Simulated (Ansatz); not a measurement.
## Single-point calculation of InSe

InSe (slab, 8 atoms in the cell), computed with DFT PBE+D3(BJ), scalar-relativistic, plane waves, PAW, PAW set soft_1, no spin polarisation (Ansatz 0.2.0).

The structure derives from an entry of the Crystallography Open Database. Figures and captions count atoms from 1; the log counts them from 0 in places.

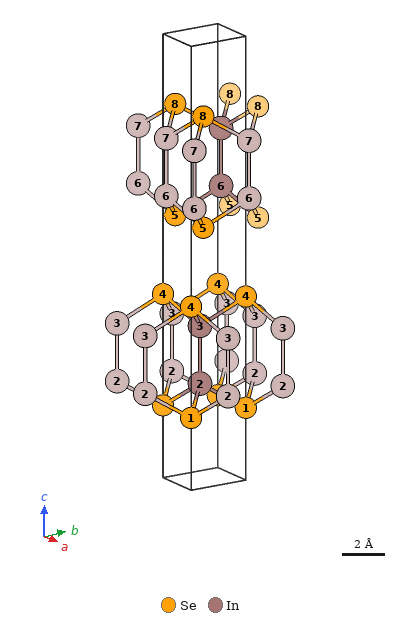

Figure 1. The structure (ball-and-stick view of the cell of the calculation, with the vacuum cut short, seen slightly off an axis; neighbours outside the cell are drawn fainter; atoms are numbered from 1 in the order of the input). Near neighbours in the crystal (not all of them lie inside the picture): Se has 3 In at 2.66 Å; In has 1 In at 2.79 Å and 3 Se at 2.66 Å.

Results in brief

| quantity | value |
| --- | --- |
| outcome | converged |
| electrons treated | 116 |
| free energy | −44274.1216 eV |
| work function, top face | 5.14 eV |
| work function, bottom face | 5.14 eV |
| Fermi energy | 2.147 eV |
| gap on the k-point mesh | 1.23 eV |
| work function (upper face) | 5.14 eV |
| largest force (length of the vector) | 0.037 eV/Å |
| hardware | 1 thread of AMD EPYC (Zen 5), 32 GiB of memory available, shared host |
| wall time | 46 s |
| peak memory | 1.1 GiB |

Remarks

Warnings of the run: the exchange-correlation potential is rough where the density is thin.

Input file
```yaml
crystal:
  lattice:
    - [4.0266103962, 0.0, 0.0]
    - [-2.0133051981, 3.4871468942, 0.0]
    - [0.0, 0.0, 28.270710502]
  atoms:
    - { symbol: Se, position: [0.0, 0.0, 0.1591753415] }
    - { symbol: In, position: [0.6666666667, 0.3333333333, 0.204997989] }
    - { symbol: In, position: [0.6666666667, 0.3333333333, 0.3038451602] }
    - { symbol: Se, position: [0.0, 0.0, 0.349667733] }
    - { symbol: Se, position: [0.0, 0.2222222222, 0.480898959] }
    - { symbol: In, position: [-0.6666666667, -0.1111111111, 0.5267216065] }
    - { symbol: In, position: [-0.6666666667, -0.1111111111, 0.6255687776] }
    - { symbol: Se, position: [0.0, 0.2222222222, 0.6713913504] }
basis:
  ecutwfc: 420
kpoints:
  mp_grid: { grid: [9, 9, 1] }
hamiltonian:
  xc: pbe
  pseudopotentials: { kind: paw, azcp: { folder: soft_1 } }
  dispersion: d3bj
scf:
  occupations: { method: gaussian, width: 0.05 }
output:
  forces: true
  eigenvalues: true
  write_density: true
  write_potential: true
  elf: true
  volumetric_format: npy
efield:
  axis: 3
  dipole_correction: true
  ramp_width: 0.04
```

Launched with:
```bash
ansatz run input.yaml --threads 1 --pin off --max-ram 3072MiB --backend cpu --events-out ev --progress --plain --runs-dir out
```

Output
```
Engine: ansatz 0.2.0, x86_64-unknown-linux-gnu
Pseudopotentials: kind: paw
Pseudopotential: Se, paw, valence charge 16, recommended cutoff 420 eV (normal), [file]
Pseudopotential: In, paw, valence charge 13, recommended cutoff 420 eV (normal), [file]
Functional definition: PBE
  parameter kappa = 0.804
  parameter beta = 0.06672455060314922
  exchange = pbe_x(kappa = kappa, mu = beta*pi^2/3)
  correlation = pbe_c(beta = beta)
Crystal: 8 atoms, lattice volume = 396.960 Å³
Basis set: ecut = 420 eV, 7811 PW (Γ), exchange–correlation on 54×54×384 points (8 copies of the dense FFT grid, shifted against one another)
Bands: 70, of which v1, the nominal top of the filled ones, is band 58 counted from 1 (57 counted from 0)
Symmetry: 1 space group operations
k-points: 41 of 81 (time reversal used)
Non-local potential: Se, projectors of the file, l = 0: 2, l = 1: 2, l = 2: 3, l = 3: 1
Non-local potential: In, projectors of the file, l = 0: 2, l = 1: 2, l = 2: 2, l = 3: 1
PAW form: soft (Blöchl's): semilocal exchange-correlation on the pseudo side does not see the compensation charge
PAW one-centre angular grid: Se, 590 points (default); XC on 64 Gauss nodes
PAW one-centre angular grid: In, 590 points (default); XC on 64 Gauss nodes
Initial density: superposition of atomic densities (neutral atoms: chi_scale 0, normalization atom)
Initial wavefunctions: pseudopotential atomic-orbital guess
Functional: x = pbe(κ = 0.804, μ = 0.2195149727645171), c = pbe(β = 0.06672455060314922)
SCF iter   1: F=—  HF=-44275.040801 eV  |F-HF|=—  |Δ(HF+E_count)|=         —  Δρ=2.26e-2  dr2=3.97e0  ethr=3.10e-3  p=-0.000 e·Å  D=-2.03e-6 V/Å  ΔV_dip=0.00 eV  dr2_dipole=5.20e-10  V_vac-E_F(+/−)=5.67/5.67 eV  ⟨swp⟩=7.0  Hψ=12006  notcnv=0  defer=13
efield: sawtooth ramp at fractional position 0.8953 (placed from the atoms, in the widest stretch of the axis that holds none; the zero of the levels goes with the place), width 0.0400; the density the first Hamiltonian is built on has a dipole p = -0.000 e·Å; the dipole correction subtracts the counter field D = -2.03e-6 V/Å, which shifts the + side's vacuum level by +0.00 eV against the − side's; the planar-averaged density in the ramp window peaks in size at 4.6e-6 e/Å³
preconditioner: auto → Resta (q_TF=auto, 2.223 Å⁻¹)  ε∞=2.4  [insulator: Δε(μ)=1.366 eV  Ē_g=13.572 eV  σ=0.050 eV  W_gap=1.00  n_scr=86 (ndim 8)  ℏωp=16.2 eV  f_vac=0.402  D(μ)=0.00/eV (n_scr^D=0)  ε∞_Penn≈2.4  vacuum switching on, ρ_ref=1.3e-2 e/Å³]
SCF iter   2: F=—  HF=-44274.182046 eV  |F-HF|=—  |Δ(HF+E_count)|=   8.59e-1  Δρ=1.11e-2  dr2=6.39e-1  ethr=3.10e-3  p=-0.000 e·Å  D=-6.87e-6 V/Å  ΔV_dip=0.00 eV  dr2_dipole=1.89e-8  V_vac-E_F(+/−)=5.68/5.68 eV  ⟨swp⟩=3.1  Hψ=4222  notcnv=0  defer=300
SCF iter   3: F=—  HF=-44274.120693 eV  |F-HF|=—  |Δ(HF+E_count)|=   6.14e-2  Δρ=5.92e-3  dr2=1.40e-1  ethr=5.51e-4  p=0.000 e·Å  D=3.53e-5 V/Å  ΔV_dip=-0.00 eV  dr2_dipole=1.28e-7  V_vac-E_F(+/−)=5.28/5.28 eV  ⟨swp⟩=3.4  Hψ=4219  notcnv=0  defer=300
SCF iter   4: F=—  HF=-44274.119367 eV  |F-HF|=—  |Δ(HF+E_count)|=   1.33e-3  Δρ=1.21e-3  dr2=8.27e-3  ethr=1.21e-4  p=-0.000 e·Å  D=-9.44e-5 V/Å  ΔV_dip=0.00 eV  dr2_dipole=1.13e-6  V_vac-E_F(+/−)=5.20/5.20 eV  ⟨swp⟩=2.0  Hψ=3364  notcnv=0  defer=300
SCF iter   5: F=—  HF=-44274.122720 eV  |F-HF|=—  |Δ(HF+E_count)|=   3.35e-3  Δρ=5.82e-4  dr2=1.66e-2  ethr=7.13e-6  p=0.001 e·Å  D=2.57e-4 V/Å  ΔV_dip=-0.01 eV  dr2_dipole=8.58e-6  V_vac-E_F(+/−)=5.08/5.09 eV  ⟨swp⟩=2.2  Hψ=4278  notcnv=0  defer=300
SCF iter   6: F=—  HF=-44274.121419 eV  |F-HF|=—  |Δ(HF+E_count)|=   1.30e-3  Δρ=2.44e-4  dr2=1.27e-3  ethr=7.13e-6  p=-0.000 e·Å  D=-8.84e-5 V/Å  ΔV_dip=0.00 eV  dr2_dipole=9.46e-7  V_vac-E_F(+/−)=5.16/5.15 eV  ⟨swp⟩=1.8  Hψ=3142  notcnv=0  defer=300
SCF iter   7: F=—  HF=-44274.121481 eV  |F-HF|=—  |Δ(HF+E_count)|=   6.20e-5  Δρ=8.59e-5  dr2=4.16e-5  ethr=1.10e-6  p=0.000 e·Å  D=3.42e-5 V/Å  ΔV_dip=-0.00 eV  dr2_dipole=1.63e-7  V_vac-E_F(+/−)=5.14/5.14 eV  ⟨swp⟩=1.7  Hψ=3064  notcnv=0  defer=300
SCF iter   8: F=—  HF=-44274.121598 eV  |F-HF|=—  |Δ(HF+E_count)|=   1.17e-4  Δρ=2.36e-5  dr2=6.11e-6  ethr=3.59e-8  p=-0.000 e·Å  D=-1.76e-4 V/Å  ΔV_dip=0.00 eV  dr2_dipole=3.99e-6  V_vac-E_F(+/−)=5.14/5.14 eV  ⟨swp⟩=2.0  Hψ=4921  notcnv=0  defer=300
SCF iter   9: F=—  HF=-44274.121599 eV  |F-HF|=—  |Δ(HF+E_count)|=   1.16e-6  Δρ=1.61e-5  dr2=6.95e-6  ethr=5.27e-9  p=0.000 e·Å  D=2.22e-4 V/Å  ΔV_dip=-0.01 eV  dr2_dipole=6.35e-6  V_vac-E_F(+/−)=5.14/5.14 eV  ⟨swp⟩=2.0  Hψ=4772  notcnv=0  defer=300
SCF iter  10: F=—  HF=-44274.121598 eV  |F-HF|=—  |Δ(HF+E_count)|=   8.70e-7  Δρ=7.02e-6  dr2=6.31e-7  ethr=5.27e-9  p=0.000 e·Å  D=5.95e-5 V/Å  ΔV_dip=-0.00 eV  dr2_dipole=4.66e-7  V_vac-E_F(+/−)=5.14/5.14 eV  ⟨swp⟩=1.9  Hψ=2821  notcnv=0  defer=300
SCF iter  11: F=-44274.121598 eV  HF=-44274.121598 eV  |F-HF|=7.90e-8  |Δ(HF+E_count)|=   2.86e-8  Δρ=3.05e-6  dr2=8.65e-8  ethr=8.62e-11  p=0.000 e·Å  D=2.02e-5 V/Å  ΔV_dip=-0.00 eV  dr2_dipole=5.51e-8  V_vac-E_F(+/−)=5.14/5.14 eV  ⟨swp⟩=16.7  Hψ=22865  notcnv=0
SCF 1 converged in 11 iterations: F = -44274.121598 eV  dr2 = 8.65e-8
  greatest PAW one-centre occupation: 1.000 electrons in one spin orbital (limit 2), on the Se atom at site 4 (counted from 0), in its partial waves of l = 2
```

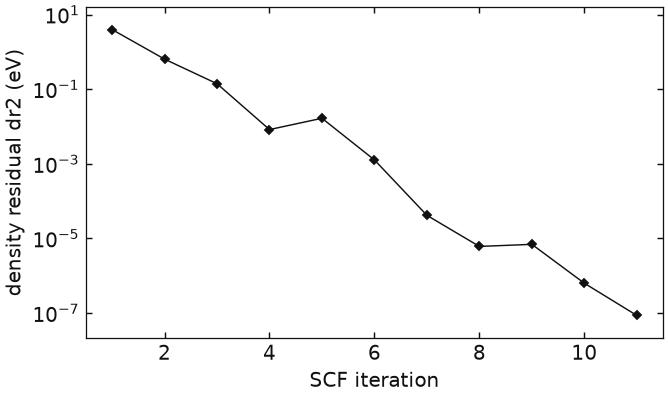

Figure 2. Convergence of the self-consistent field: density residual dr2 against the SCF iteration. The residual comes down, with one marked jump up, by a factor of about 2, at step 5.

```
WARN: The output density's exchange-correlation potential varies sharply where the density is thin. Do not read a vacuum level from v_tot or v_xc, or from such a field of the output density. On a cell that repeats whose density bears no net charge and no dipole along the vacuum's axis use v_es (v_loc + v_h of the components); under efield.dipole_correction with no amplitude use v_es + v_field, which holds any external_charges[].barrier, or the levels of the report's work_function block, which leave it out; under a non-zero efield.amplitude the vacuum is tilted and has no level; on a cell that repeats and bears such a dipole with no correction it is tilted too, and efield.dipole_correction with no amplitude gives each side of its ramp a level where efield: is served; in a cell that repeats whose density bears a net charge (total_charge, or a fill off its count) it is curved and has none; of a slab under crystal.periodic whose density bears no net charge use v_es, which has a level on each side, short of where the two are joined; of another it falls or rises all the way out and has none; of a slab beside external_charges read slab_vacuum_level instead, which it has where they leave it neutral. The grid or the basis barely resolves most such structure, and the values can differ between equally converged runs; as a rule a tighter scf.convergence.dr2_threshold does not remove it. Where the density itself ripples (under the LDA too) a higher basis.ecutwfc lessens it. The files hold the spikes' plane waves up to the density's cutoff. Files: v_tot_of_output_density and the like, and their columns of v_z.tsv (output.write_potential); v_xc_of_output_density and the like, and their columns of v_comp_z.tsv (output.write_potential_components). Measured: with its Gaussian average of σ = 0.25 Å subtracted twice, the exchange-correlation potential is over 0.1 eV at 2 of the grid points where the equally averaged density (valence and model cores) is under 1e-3 e/Å³, and 0.119 eV at the most among them, at an averaged density of 1.3e-8 e/Å³. See output.write_potential in the manual, Limitations
SCF converged after 11 iterations
Free energy (F): -44274.121598 eV
Harris-Foulkes:  -44274.121598 eV  (|F-HF|=7.90e-8)
Internal energy: -44274.121598 eV  (E = F + TS)
E sigma→0 (E₀):  -44274.121598 eV
Fermi energy:    2.146877 eV
Dipole field:    D = -0.000204 V/Å  (p = -0.000447 e·Å, saw-weighted, corrected)
Work function:   Φ+ = 5.1416 eV   Φ− = 5.1359 eV
Levels:          The Fermi level and band energies are counted from a zero that moves with the ramp; work functions are not
--- Per-component energies (eV) ---
  E_band       = -2425.439694
  E_kinetic    = 1314.476722
  E_local      = -75916.789096  (includes V_loc(G=0)·N_el)
  E_nonlocal   = -108.723697
  E_hartree    = 37432.664856
  E_xc         = -910.425146
  E_vxc        = -716.546709  (∫ρ·V_xc dr)
  E_paw        = -25358.682388  (= ΣΔE_a)
  E_vpaw       = -1863.184213  (= ΣTr[D̂ρ^β])
  E_aug_tail   = -0.000886  (compensation charges beyond the density's cutoff)
  E_efield     = 0.000000  (sawtooth field / dipole correction)
  E_vefield    = 0.000000  (∫n·V_field dr)
  E_ewald      = 19275.325518
  E_disp       = -1.967482  (pairwise vdW)
  E_smearing   = -0.000000  (= −TS)
  E_closure    = -0.000000  (closes the sum)
  Σ components = -44274.121598   (vs F -44274.121598, Δ=0.00e0)
--- Forces (eV/Å), atoms counted from 1 ---
  atom   1  Se     0.00032175    -0.00074560     0.00324671
  atom   2  In     0.00090673    -0.00200347    -0.00109693
  atom   3  In     0.00011607     0.00342843     0.01703546
  atom   4  Se     0.01131727    -0.02201964     0.02696237
  atom   5  Se    -0.01131671     0.02201930    -0.02679098
  atom   6  In    -0.00011596    -0.00342923    -0.01718925
  atom   7  In    -0.00090691     0.00200380     0.00094275
  atom   8  Se    -0.00032186     0.00074580    -0.00307150
  max |Σ_I F_I| component: 3.86e-5 eV/Å
--- Band table (eV; the first three rows and the last of 41) ---
  k-point 0: bands = ["-45.3648", "-45.3648", "-45.3647", "-45.3647", "-45.3466", "-45.3466", "-45.3460", "-45.3460", "-45.3388", "-45.3388", "-45.3387", "-45.3387", "-45.3290", "-45.3288", "-45.3179", "-45.3179", "-45.3173", "-45.3173", "-45.3072", "-45.3066", "-12.7210", "-12.7207", "-12.5362", "-12.5359", "-12.5357", "-12.5354", "-12.4535", "-12.4535", "-12.4533", "-12.4533", "-12.4445", "-12.4445", "-12.4441", "-12.4441", "-12.2695", "-12.2693", "-12.2692", "-12.2690", "-12.2388", "-12.2374", "-11.2576", "-11.2007", "-11.1082", "-11.0670", "-4.1087", "-4.0131", "-1.9108", "-1.6175", "0.8041", "0.8244", "0.8295", "0.8506", "0.8993", "0.9024", "0.9053", "0.9254", "0.9620", "1.4840", "2.7622", "3.1836", "4.1006", "4.1788", "6.3551", "6.3576", "6.3723", "6.3744", "6.8205", "7.0122", "7.4910", "7.6250"]
  k-point 1: bands = ["-45.3648", "-45.3648", "-45.3646", "-45.3646", "-45.3466", "-45.3465", "-45.3460", "-45.3459", "-45.3388", "-45.3388", "-45.3387", "-45.3387", "-45.3290", "-45.3288", "-45.3179", "-45.3179", "-45.3173", "-45.3173", "-45.3072", "-45.3066", "-12.7204", "-12.7200", "-12.5761", "-12.5750", "-12.5345", "-12.5342", "-12.4974", "-12.4963", "-12.4489", "-12.4486", "-12.4457", "-12.4454", "-12.4378", "-12.4374", "-12.2972", "-12.2965", "-12.2705", "-12.2702", "-12.1995", "-12.1991", "-11.1348", "-11.0789", "-10.9917", "-10.9515", "-4.0420", "-3.9540", "-1.9257", "-1.6883", "0.0838", "0.2045", "0.2523", "0.3630", "0.6606", "0.7005", "0.7672", "0.7915", "1.0841", "1.5244", "3.3634", "3.6677", "4.6862", "4.7672", "5.7343", "5.7966", "6.4743", "6.4797", "6.8885", "6.9892", "7.1793", "7.2920"]
  k-point 2: bands = ["-45.3648", "-45.3648", "-45.3646", "-45.3646", "-45.3466", "-45.3464", "-45.3460", "-45.3458", "-45.3388", "-45.3388", "-45.3387", "-45.3387", "-45.3289", "-45.3288", "-45.3180", "-45.3179", "-45.3174", "-45.3173", "-45.3071", "-45.3065", "-12.7327", "-12.7315", "-12.6453", "-12.6437", "-12.5907", "-12.5884", "-12.5326", "-12.5323", "-12.4571", "-12.4568", "-12.4257", "-12.4255", "-12.4185", "-12.4181", "-12.3166", "-12.3161", "-12.2730", "-12.2727", "-12.1574", "-12.1571", "-10.8251", "-10.7705", "-10.6954", "-10.6577", "-3.9155", "-3.8548", "-2.1854", "-2.0987", "-0.9159", "-0.7719", "-0.5079", "-0.1989", "0.3261", "0.3654", "0.4638", "0.4924", "1.1045", "1.4262", "3.9593", "4.0786", "4.3753", "4.5009", "6.0409", "6.0481", "6.2924", "6.3500", "6.6137", "6.6371", "7.3605", "7.5011"]
  k-point 40: bands = ["-45.3647", "-45.3647", "-45.3645", "-45.3645", "-45.3465", "-45.3463", "-45.3459", "-45.3457", "-45.3389", "-45.3389", "-45.3387", "-45.3387", "-45.3289", "-45.3287", "-45.3180", "-45.3179", "-45.3174", "-45.3173", "-45.3071", "-45.3065", "-12.8112", "-12.8077", "-12.7062", "-12.7029", "-12.6655", "-12.6651", "-12.5391", "-12.5388", "-12.4643", "-12.4640", "-12.3965", "-12.3963", "-12.3891", "-12.3887", "-12.3274", "-12.3269", "-12.2796", "-12.2793", "-12.1134", "-12.1131", "-10.2544", "-10.1966", "-10.1483", "-10.1135", "-4.0669", "-4.0407", "-3.1832", "-3.1399", "-1.3644", "-1.2074", "-0.5678", "-0.5052", "-0.4520", "-0.3956", "-0.2370", "0.0084", "0.6240", "0.8183", "3.8645", "3.9489", "4.0790", "4.1232", "5.8728", "5.9131", "5.9906", "6.0915", "6.2936", "6.3286", "8.0467", "8.2077"]
```

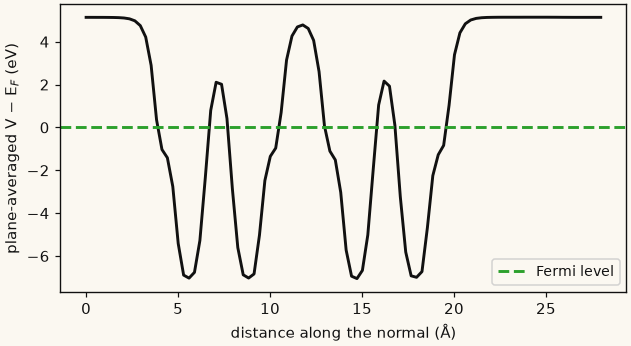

Figure 3. Plane average of the electrostatic potential energy of an electron across the cell, from the Fermi level. The vacuum level lies 5.14 eV above the Fermi level.

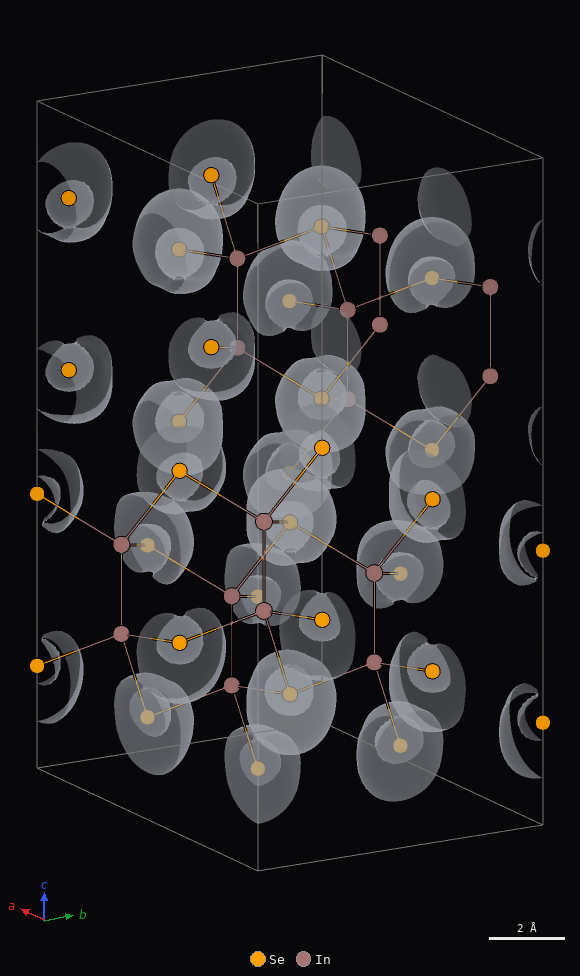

Figure 4. Isosurface of the electron localisation function at 0.7 (grey), seen at an oblique angle. Core shells and regions of very low density are left out. Sticks mark near contacts. Counts are for one cell; the picture repeats the cell along the surface. Profiles from the grid: In–Se (2.66 Å): the ELF is about 0.50 at the midpoint. In–In (2.79 Å): the ELF is about 0.55 at the midpoint. Core electrons are frozen (PAW), so the fields are smoothed inside the atomic spheres.

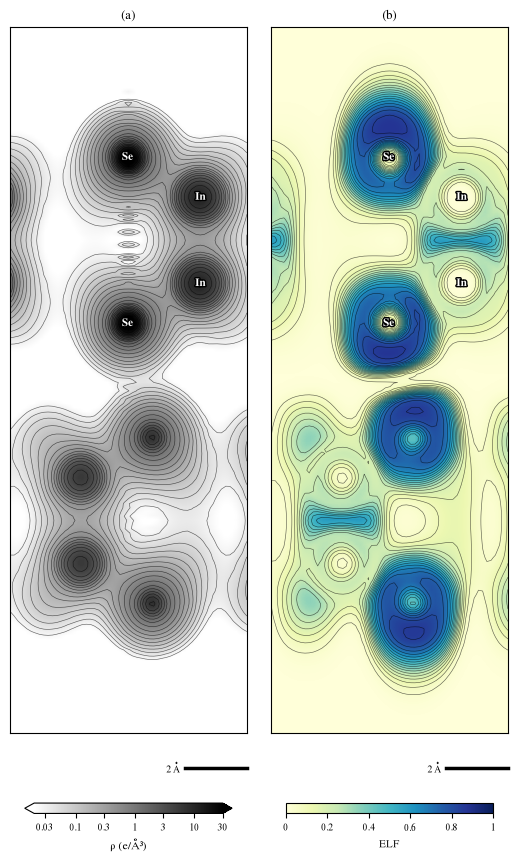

Figure 5. (a) valence pseudo-density; (b) ELF on the (110) plane of the calculation cell, a cut from vacuum to vacuum. Atoms in the plane: Se and In. In–Se (2.66 Å): ρ at the midpoint is about 0.39 e/Å³; the ELF is about 0.50 at the midpoint. In–In (2.79 Å): the density is about 0.33 e/Å³ at the midpoint; the ELF is about 0.55 at the midpoint. The density dies away to nearly zero in the vacuum.
